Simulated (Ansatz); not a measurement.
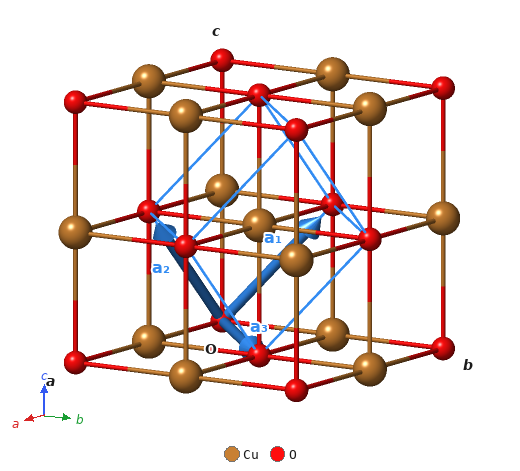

For CuO, the end point of a relaxation with DFT PBE, scalar-relativistic, plane waves, PAW (Ansatz 0.2.0); the starting structure was generated, so it need not be a known form of this composition: the conventional cell (thin) and a primitive cell (coloured, vectors a₁, a₂, a₃). Geometry calculated from the standardised cell; symmetry tolerance 0.002 Å.

a = 4.244 Å, b = 4.244 Å, c = 4.244 Å, α = 90.00°, β = 90.00°, γ = 90.00°.

Q: What is the centring, and how are the primitive vectors built?

A: F, face-centred cubic, with lattice points at (0, 0, 0), (1/2, 1/2, 0), (1/2, 0, 1/2), (0, 1/2, 1/2). a₁ = 1/2 b + 1/2 c; a₂ = 1/2 a + 1/2 c; a₃ = 1/2 a + 1/2 b.

Q: Give the primitive cell's size and content.

A: Edges 3.001, 3.001, 3.001 Å; angles 60.00°, 60.00°, 60.00°; volume 19.11 Å³, 1/4 of the conventional cell; 2 of its 8 atoms.
